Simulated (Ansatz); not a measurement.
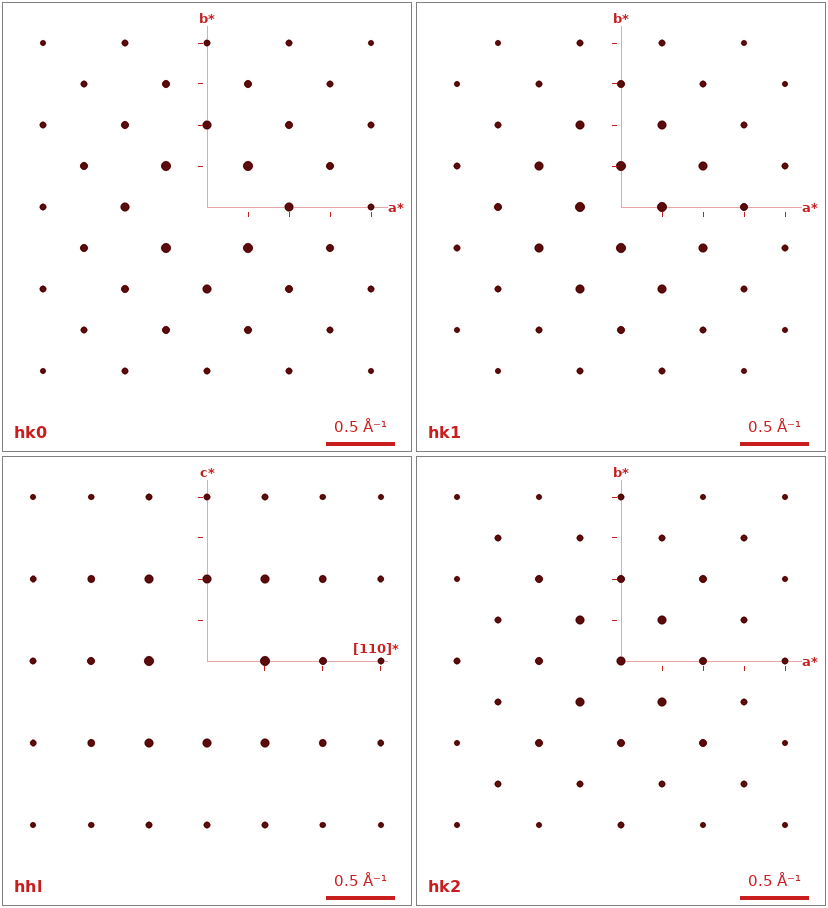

Simulated precession-type sections (X-rays; kinematic intensities, B = 0.5 Å²). The ticks mark integer indices of the conventional cell.

**What cell do the layers give?**

a* = 0.305, b* = 0.305, c* = 0.305 Å⁻¹; the cell is cubic with a = 3.28 Å.

**List the systematic absences.**

Reflections are present only under these conditions. hkl: h + k + l = 2n; hk0: h + k = 2n; hhl: l = 2n; h00: h = 2n. The lattice is body-centred (I).

**Which space groups fit?**

The intensities have Laue symmetry m-3m (the hk0 layer shows 4mm, hk1 shows 4mm). With these conditions the candidates are I432 (No. 211), I-43m (No. 217), Im-3m (No. 229). Diffraction geometry alone does not choose among them; the structure has Im-3m. The compound is Ti. Structure: the input geometry of an electronic-structure calculation (not necessarily at equilibrium); the starting structure was generated, so it need not be a known form of this composition.
